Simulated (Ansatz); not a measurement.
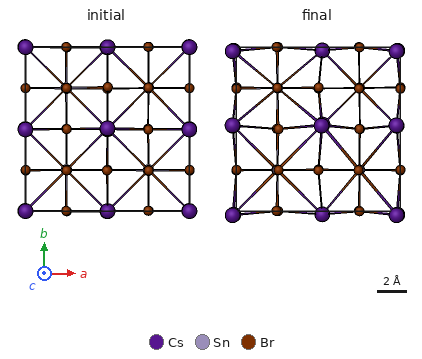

The structure of a defect cell of composition Cs8Sn7Br24 (cell charge −2) before (left) and after (right) a relaxation, at one scale.

Style: ball-and-stick. Shown: the cell of the calculation (origin shifted), along the c axis.

Computed with Ansatz, DFT, PBEsol, PAW, plane waves.

Input
```yaml
crystal:
  lattice:
    - [11.500000, 0.000000, 0.000000]
    - [0.000000, 11.500000, 0.000000]
    - [0.000000, 0.000000, 11.500000]
  atoms:
    - { symbol: Cs, position: [0.998840, 0.998616, 0.998668] }
    - { symbol: Cs, position: [0.999580, 0.004110, 0.500320] }
    - { symbol: Cs, position: [0.000583, 0.499608, 0.003534] }
    - { symbol: Cs, position: [0.998776, 0.497790, 0.502272] }
    - { symbol: Cs, position: [0.498703, 0.999335, 0.000440] }
    - { symbol: Cs, position: [0.499022, 0.996622, 0.501962] }
    - { symbol: Cs, position: [0.497630, 0.500293, 0.001348] }
    - { symbol: Cs, position: [0.499859, 0.498978, 0.501631] }
    - { symbol: Sn, position: [0.249722, 0.250136, 0.746979] }
    - { symbol: Sn, position: [0.249190, 0.752140, 0.251386] }
    - { symbol: Sn, position: [0.248956, 0.746920, 0.749840] }
    - { symbol: Sn, position: [0.745724, 0.251497, 0.248013] }
    - { symbol: Sn, position: [0.750987, 0.247701, 0.750363] }
    - { symbol: Sn, position: [0.747440, 0.751813, 0.248331] }
    - { symbol: Sn, position: [0.750027, 0.749969, 0.748134] }
    - { symbol: Br, position: [0.251726, 0.255743, 0.999258] }
    - { symbol: Br, position: [0.248746, 0.252837, 0.502136] }
    - { symbol: Br, position: [0.251920, 0.751208, 0.997932] }
    - { symbol: Br, position: [0.250576, 0.746819, 0.499407] }
    - { symbol: Br, position: [0.751830, 0.252153, 0.997331] }
    - { symbol: Br, position: [0.749291, 0.249837, 0.497998] }
    - { symbol: Br, position: [0.747625, 0.750471, 0.998511] }
    - { symbol: Br, position: [0.749699, 0.747668, 0.501482] }
    - { symbol: Br, position: [0.001463, 0.256426, 0.251283] }
    - { symbol: Br, position: [0.998049, 0.246077, 0.754408] }
    - { symbol: Br, position: [0.996114, 0.747498, 0.247674] }
    - { symbol: Br, position: [0.999493, 0.750632, 0.751429] }
    - { symbol: Br, position: [0.499563, 0.249533, 0.251397] }
    - { symbol: Br, position: [0.499461, 0.249522, 0.749619] }
    - { symbol: Br, position: [0.500691, 0.750682, 0.251016] }
    - { symbol: Br, position: [0.500562, 0.746900, 0.748836] }
    - { symbol: Br, position: [0.248441, 0.996424, 0.249635] }
    - { symbol: Br, position: [0.247085, 0.001076, 0.751326] }
    - { symbol: Br, position: [0.247747, 0.501411, 0.249358] }
    - { symbol: Br, position: [0.250694, 0.501483, 0.745794] }
    - { symbol: Br, position: [0.750900, 0.999194, 0.249179] }
    - { symbol: Br, position: [0.749060, 0.001053, 0.749477] }
    - { symbol: Br, position: [0.747469, 0.500930, 0.250009] }
    - { symbol: Br, position: [0.751179, 0.497919, 0.751500] }
  symmetry: { detect: false }
kpoints:
  mp_grid: { grid: [1, 1, 1], shift: [0.25, 0.25, 0.25] }
hamiltonian:
  xc: pbesol
total_charge: -2
scf:
  occupations: { method: fermi_dirac, width: 0.01 }
relax:
  f_tol: 0.03
  max_steps: 80
  escape_saddle: false
  adjacent_minimum: "off"
output:
  forces: true
  eigenvalues: true
  populations: true
  charged_corrections: { epsilon: 30 }
```

Launched with:
```bash
ansatz run in.yaml --threads 8 --pin off --max-ram 118750MiB --runs-dir r --events-out ev --progress --plain --backend cuda --devices 0, --max-vram 170GiB
```

Summarise the run.

Answer. The atom that moves furthest is Cs1 (0.54 Å along [1 1 1]). Largest moves by element: Cs 0.54 Å, Br 0.08 Å, Sn 0.05 Å. The lattice vectors keep their values. Some distances before and after: Cs1–Br22 4.061 → 4.559 Å, Cs1–Br37 4.058 → 4.533 Å, Cs8–Br23 4.054 → 4.529 Å, Cs1–Br24 4.151 → 3.684 Å. Bond angles that change, for instance: Cs7–Br29–Cs8 89.9° → 101.7°, Cs1–Br20–Cs3 90.6° → 79.0°, Cs4–Br35–Cs8 91.5° → 80.0°. After 7 geometry steps the energy has fallen by 0.672 eV per cell of the calculation. The largest force component goes from 0.31 to 0.022 eV/Å.

Limits of the set-up: the cell is charged, on a uniform background, and energies carry no finite-size correction.
